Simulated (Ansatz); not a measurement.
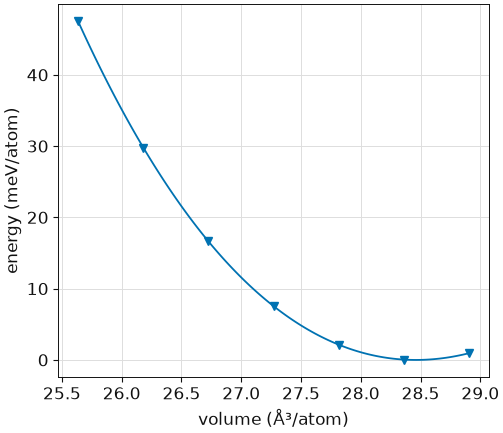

Plotted: energy against volume for SnSe, space group Fm-3m (No. 225).

Structure:
```cif
data_structure
_symmetry_space_group_name_H-M 'P 1'
_symmetry_Int_Tables_number 1
_cell_length_a 4.2568
_cell_length_b 4.2568
_cell_length_c 4.2568
_cell_angle_alpha 60.000
_cell_angle_beta 60.000
_cell_angle_gamma 60.000
_cell_volume 54.54
loop_
_atom_site_label
_atom_site_type_symbol
_atom_site_fract_x
_atom_site_fract_y
_atom_site_fract_z
_atom_site_occupancy
Sn1 Sn 0.00000 0.00000 0.00000 1
Se1 Se 0.50000 0.50000 0.50000 1
```

Calculation (Ansatz 0.2.0): plane-wave DFT, no spin polarisation; energies at scaled volumes of the given cell, shape and fractions fixed, counted from the fit's minimum, third-order Birch-Murnaghan fit. Level: revPBE.

k mesh 8×8×8; occupations Fermi–Dirac; smearing width 0.05 eV; potentials Ansatz PAW; wave cutoff 420 eV; density cutoff 1680 eV.

This calculation gives: equilibrium volume 28.46 Å³/atom and bulk modulus 45.0 GPa.

Now the level changes from revPBE to BPBE. What happens?

The equilibrium volume falls from 28.46 to 27.68 Å³/atom (−2.7 %) and the bulk modulus rises from 45.0 to 49.3 GPa (+10 %).

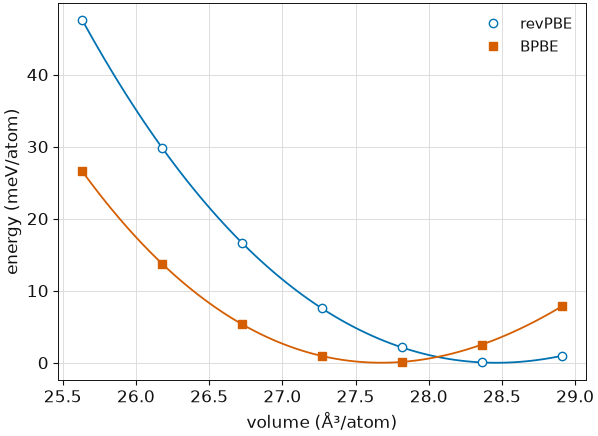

The two results together.

For both, limits of the calculation: the functional was run on potentials made for another functional.

V0 and the bulk modulus come from third-order Birch–Murnaghan fits.
